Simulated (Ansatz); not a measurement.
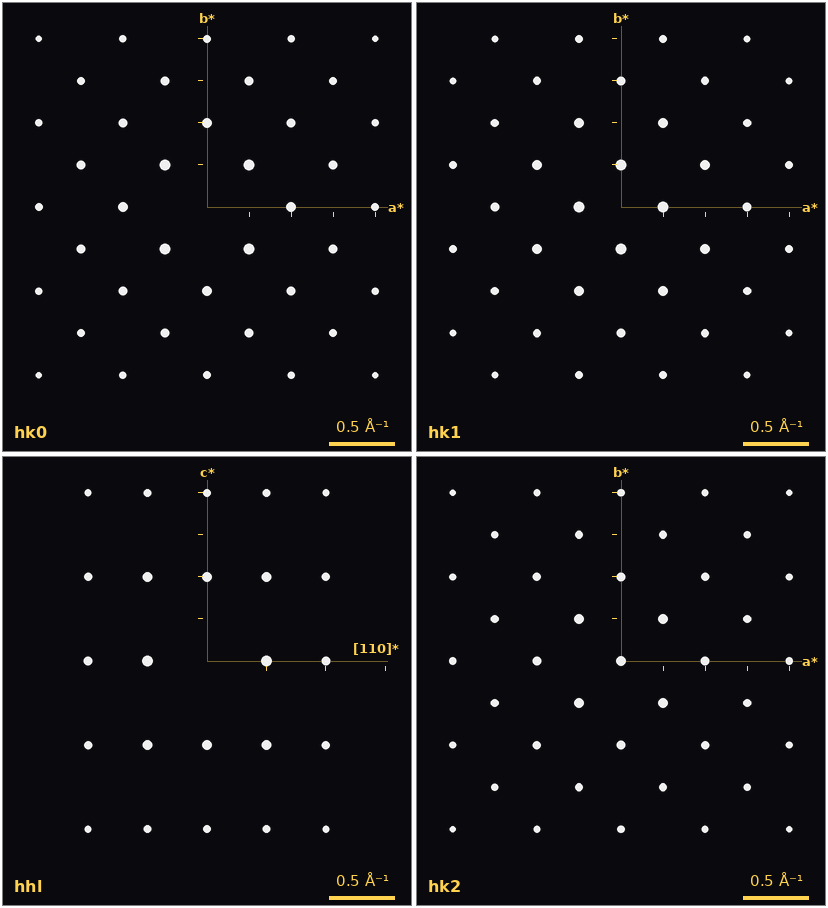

Four undistorted layers of reciprocal space, calculated for a single crystal (X-rays, kinematic |F|², B = 0.5 Å²). Tick marks count the reciprocal lattice steps of the conventional cell along each axis.

The compound is Os. Structure: the geometry relaxed with DFT, LDA (PW92), plane waves (420 eV) with PAW, scalar-relativistic (Ansatz 0.2.0); the starting structure was generated, so it need not be a known form of this composition.

What cell do the layers give?

Answer. a* = 0.328, b* = 0.328, c* = 0.328 Å⁻¹; the cell is cubic with a = 3.05 Å.

Which reflection conditions do the layers show?

Answer. Reflections are present only under these conditions. hkl: h + k + l = 2n; hk0: h + k = 2n; hhl: l = 2n; h00: h = 2n. The lattice is body-centred (I).

Which space groups fit?

Answer. The intensities have Laue symmetry m-3m (the hk0 layer shows 4mm, hk1 shows 4mm). With these conditions the candidates are I432 (No. 211), I-43m (No. 217), Im-3m (No. 229). Diffraction geometry alone does not choose among them; the structure has Im-3m.
